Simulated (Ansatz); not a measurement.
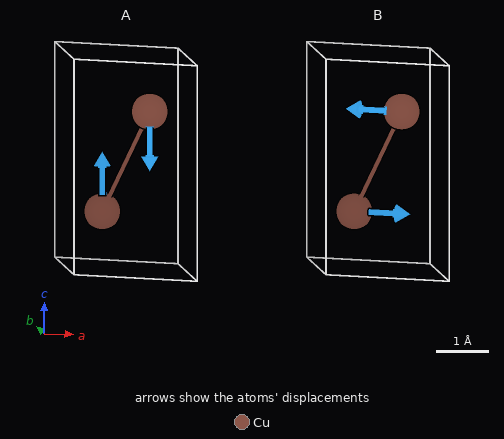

Modes of crystalline Cu, space group P6₃/mmc (No. 194), at the zone centre (one member of each degenerate set). Displacements are drawn as blue arrows; their common scale and sign are arbitrary. Style: ball-and-stick. Shown: the cell of the calculation, from a free direction.

Theory: Ansatz, DFT PBE, scalar-relativistic, plane waves, PAW.

The frequencies depend somewhat on the k-mesh and the smearing.

Which are infrared-active and which Raman-active?

A is B₁g, silent by symmetry (neither infrared- nor Raman-active) (240 cm⁻¹). B is E₂g, Raman-active by symmetry (104 cm⁻¹). The crystal has a centre of inversion, so no mode is both. In a metal the free carriers screen the infrared response.
